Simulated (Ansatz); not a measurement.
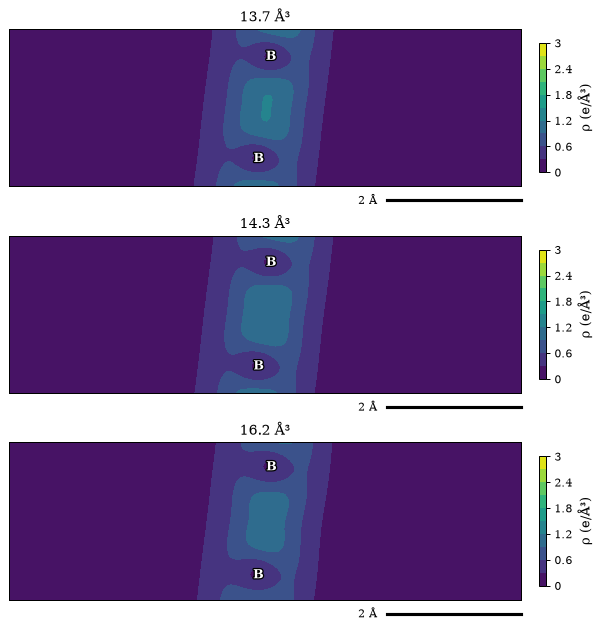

B. The valence charge density (pseudo) of cells scaled evenly to different volumes (given per atom above each panel), on the (001) plane of each (indices in the axes of the cell below), at one length scale and on one colour scale.

A generated structure, not necessarily the stable one.

These are results of DFT, BLYP, plane waves (420 eV) with PAW, scalar-relativistic in Ansatz 0.2.0, not measurements.

Core electrons are frozen (PAW), and the valence fields are smoothed inside the atomic spheres.

The largest cell:

```xyz
2
Lattice="-4.7786 4.9643 0.8210 4.9643 -4.7786 0.8210 2.1262 2.1262 -0.4809" Properties=species:S:1:pos:R:3 pbc="T T T"
B     4.0973   -3.9116    0.8210
B    -0.4128    2.7247    0.5805
```

| volume (Å³/atom) | B–B contact in the plane (Å) | ρ at its midpoint (e/Å³) | pressure (GPa) | 
| --- | --- | --- | --- |
| 13.70 | 1.534 | 1.211 | 15.4 | 
| 14.33 | 1.557 | 1.165 | 9.3 | 
| 15.57 | 1.601 | ? | ? | 
| 16.20 | 1.622 | 1.048 | −3.5 | 
| 17.44 | 1.663 | 0.982 | −9.0 | 

**What values belong in the row with question marks?**

Over the known rows ln ρ falls by 1.62 per Å of B–B distance (a least-squares line), which gives 1.085 e/Å³ at 1.601 Å; the calculation gives 1.084 e/Å³. For the pressure, a straight line in volume between the neighbouring rows gives 0.8 GPa; the calculation gives 0.0, lower because pressure rises ever faster on compression.
